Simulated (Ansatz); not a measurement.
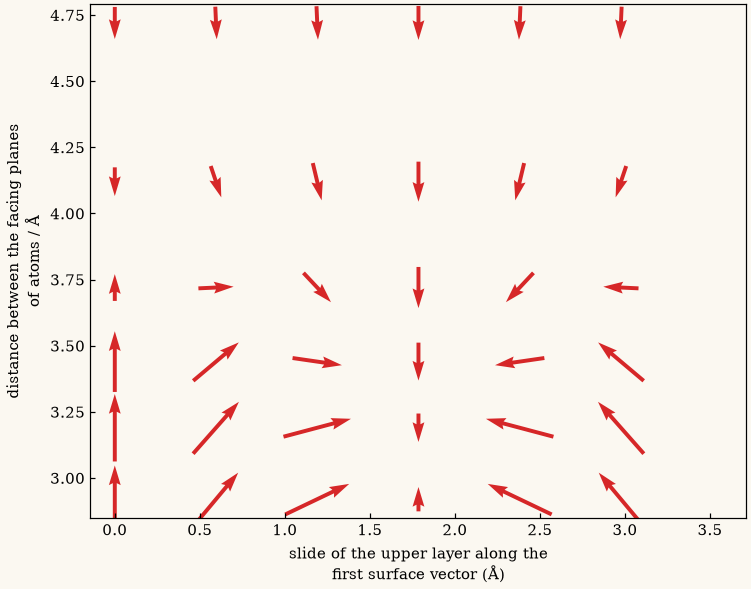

A bilayer of two As sheets of the honeycomb type, the upper one turned by 180 degrees about the normal (4 atoms in the cell). 
- The upper layer of a bilayer is slid along a line and lifted, both layers rigid.
- First axis: slide of the upper layer along the first surface vector, from As4 above As1. Second axis: distance between the facing planes of atoms.
- Grid: 6 × 6 points; 24 points were computed and 12 follow by symmetry.
- Points are written as (first, second).
- All numbers below come from DFT PBE+D3(BJ), scalar-relativistic, plane waves, PAW (Ansatz). Settings: cutoff 420 eV, k-mesh 9×9×1, gaussian smearing 0.05 eV, no spin polarisation.

In the figure: arrows along the force (downhill), their lengths compressed.

> The arrows alone are given. Where is the energy lowest?

The arrows converge at about (1.79 Å, 3.01 Å) (read from the interpolated surface).

The energy map of the same scan:

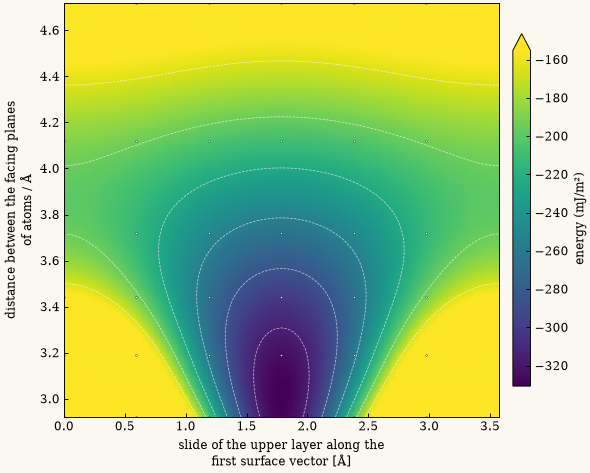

Energies are in mJ/m², from the two layers apart; between grid points the surface is interpolated.
